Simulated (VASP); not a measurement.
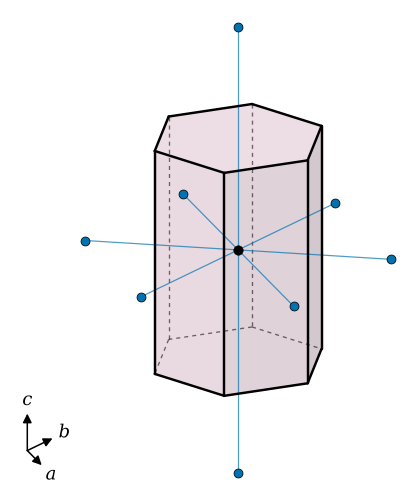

For Ta₂N, a cell listed in the Materials Project, as set up for an electronic-structure calculation: the Wigner–Seitz cell of the crystal's lattice, with lines to the lattice points that define its faces. Geometry calculated from the standardised cell; symmetry tolerance 0.002 Å.

a = 3.113 Å, b = 3.113 Å, c = 4.870 Å, α = 90.00°, β = 90.00°, γ = 120.00°; lattice centring P.

Describe the polyhedron.

Answer. A hexagonal prism: 8 faces (6 with 4 edges, 2 with 6 edges), 18 edges, 12 vertices. Its volume is that of the primitive cell, 40.9 Å³.

Which lattice vectors do the faces bisect?

Answer.
```json
{"example": "a + b", "length (Å)": "3.11", "faces": "6", "edges of each": "4", "area (Å²)": "8.8"}
{"example": "c", "length (Å)": "4.87", "faces": "2", "edges of each": "6", "area (Å²)": "8.4"}
```
